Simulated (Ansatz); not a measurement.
Input of the run:

```
crystal:
  lattice:
    - [0.0, 2.2972417895, 2.2972417895]
    - [2.2972417895, 0.0, 2.2972417895]
    - [2.2972417895, 2.2972417895, 0.0]
  atoms:
    - { symbol: Na, position: [0.0, 0.0, 0.0] }
    - { symbol: F, position: [0.5, 0.5, 0.5] }
kpoints:
  mp_grid: { grid: [10, 10, 10] }
  band_path:
    path:
      - [0.0, 0.0, 0.0]
      - [0.5, 0.0, 0.5]
      - [0.625, 0.25, 0.625]
      - [0.375, 0.375, 0.75]
      - [0.5, 0.5, 0.5]
      - [0.5, 0.25, 0.75]
    npoints: 1
hamiltonian:
  xc: lda
scf:
  occupations: { method: fixed }
  n_extra_bands: 4
output:
  forces: true
  stress: true
  eigenvalues: true
  write_density: true
  write_potential: true
  elf: true
  volumetric_format: npy
```

Launched with:
```bash
ansatz run input.yaml --threads 2 --pin off --max-ram 2211MiB --backend cpu --events-out ev --progress --plain --runs-dir out
```

What will the density of states look like?

There is a gap; over the k points computed it is 6.11 eV (direct among those points). The upper group of valence states starts about 1.7 eV under the valence-band top (which lies at −3.1 eV on this axis), with a gap beneath it; it holds about 6 electrons a cell. Within the window shown, the tallest peak of the filled states lies 0.3 eV under the valence-band top, at about 7.4 states per eV and cell.

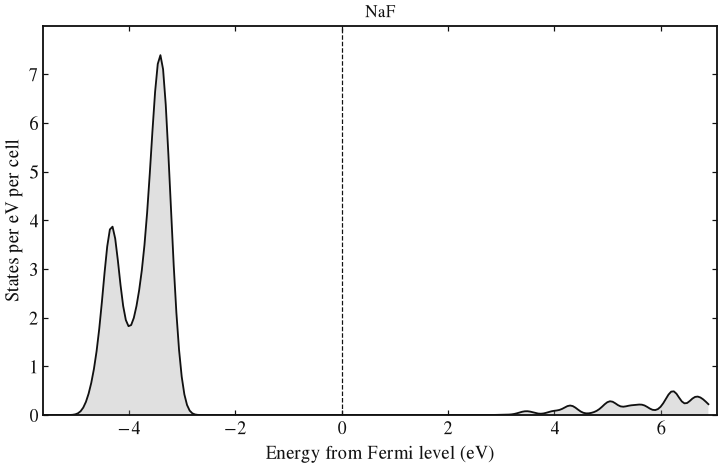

Density of states. Energies are counted from the Fermi level, put mid-gap where there is a gap. The curve is built from the levels of the k mesh with Gaussians 0.3 eV wide, which also blur the band edges.
